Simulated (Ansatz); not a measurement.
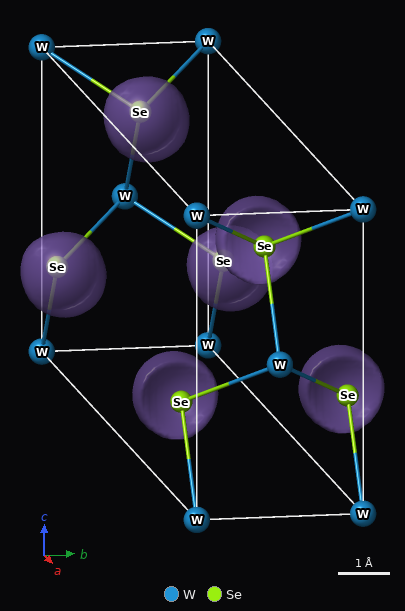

Figure 1: WSe$_{2}$. Isosurface of the ELF at 0.8 (purple), seen slightly off an axis. Only the valence region is drawn (cores and ρ < 0.01 e/Å³ removed). Sticks mark near contacts.

Space group Amm2; a structure from a database of computed crystals, not necessarily the ambient phase; changed on purpose from its base cell (strain +0.0600 x Voigt [0, 1, 0, 0, 0, 0], atoms carried along); not relaxed (largest force 0.7 eV/Å); computed pressure about −3 GPa in this cell.

Level of theory: DFT PBEsol, scalar-relativistic, plane waves, PAW in Ansatz 0.2.0.

Core electrons are frozen (PAW), and the valence fields are smoothed inside the atomic spheres.

### Where are the electrons localised?

The surface consists of four lobes on Se, pointing away from the bonds (lone pairs), counted in one cell of 6 atoms. Regions shared between cells count once. Profiles from the grid: W–Se (2.56 Å): the ELF is about 0.55 at the midpoint. W–Se (2.62 Å): the ELF is about 0.55 at the midpoint.
